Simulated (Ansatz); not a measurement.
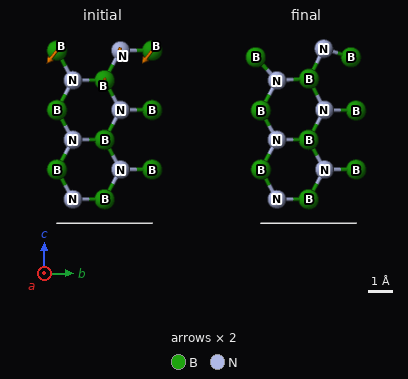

The structure of a slab of composition BN (cut from the R3m phase) before (left) and after (right) a constrained relaxation, at one scale. The orange arrows give the displacements, magnified 2 times.

Style: ball-and-stick. Shown: the 2 × 1 repeat of the cell, outlined in the plane, without the vacuum, along the a axis.

Case: clean slab, lower half held. The slab is the (1 1 0) face of BN. 6 atoms are held fixed.

These are results of DFT PBEsol, scalar-relativistic, plane waves, PAW in Ansatz, not measurements.

The input:
```yaml
crystal:
  lattice:
    - [3.7697978992, 0.0, 0.0]
    - [-1.6634819993, 4.0057209684, 0.0]
    - [0.0, 0.0, 23.2604866755]
  atoms:
    - { symbol: B, position: [0.0011289159, 0.5003763053, 0.3654265759] }
    - { symbol: "N", position: [0.0015720841, 0.1671906947, 0.3654265759] }
    - { symbol: B, position: [0.0011289159, 0.0003763053, 0.4192559456] }
    - { symbol: "N", position: [0.0015720841, 0.6671906947, 0.4192559456] }
    - { symbol: B, position: [0.0011289159, 0.5003763053, 0.4730853152] }
    - { symbol: "N", position: [0.0015720841, 0.1671906947, 0.4730853152] }
    - { symbol: B, position: [0.0011289159, 0.0003763053, 0.5269146848] }
    - { symbol: "N", position: [0.0015720841, 0.6671906947, 0.5269146848] }
    - { symbol: B, position: [0.0011289159, 0.5003763053, 0.5807440544] }
    - { symbol: "N", position: [0.0015720841, 0.1671906947, 0.5807440544] }
    - { symbol: B, position: [0.0011289159, 0.0003763053, 0.6345734241] }
    - { symbol: "N", position: [0.0015720841, 0.6671906947, 0.6345734241] }
basis:
  ecutwfc: 420
kpoints:
  mp_grid: { grid: [8, 7, 1] }
hamiltonian:
  xc: pbesol
scf:
  occupations: { method: gaussian, width: 0.05 }
output:
  forces: true
  eigenvalues: true
  write_density: true
  write_potential: true
  elf: true
  volumetric_format: npy
relax:
  adjacent_minimum: "off"
  f_tol: 0.03
  max_steps: 70
  constraints: [{ sites: [0, 1, 2, 3, 4, 5] }]
efield:
  axis: 3
  dipole_correction: true
  ramp_width: 0.04
```

Run as
```bash
ansatz run input.yaml --threads 1 --pin off --max-ram 2560MiB --backend cpu --events-out ev --progress --plain --runs-dir out
```

> Describe what moved and what it gained.

B11 moves most: 0.37 Å at 40° to the normal (−c side). By element the largest moves are B 0.37 Å, N 0.09 Å. The cell stays as it was. Near-neighbour distances that change, for instance: B9–B11 2.504 → 2.117 Å, B11–N12 1.446 → 1.301 Å, N10–B11 1.446 → 1.379 Å, N8–B9 1.446 → 1.486 Å. Among the angles between lasting bonds that change: N10–B11–N12 120.0° → 150.8°, B9–N12–B11 120.0° → 101.7°, B7–N10–B11 120.0° → 104.8°. The energy falls by 1.283 eV per cell of the calculation in 5 accepted moves (6 points after the start). Largest force component: 5.9 eV/Å at the start, 0.015 eV/Å at the end. 1 step only repeated the SCF at the same geometry.
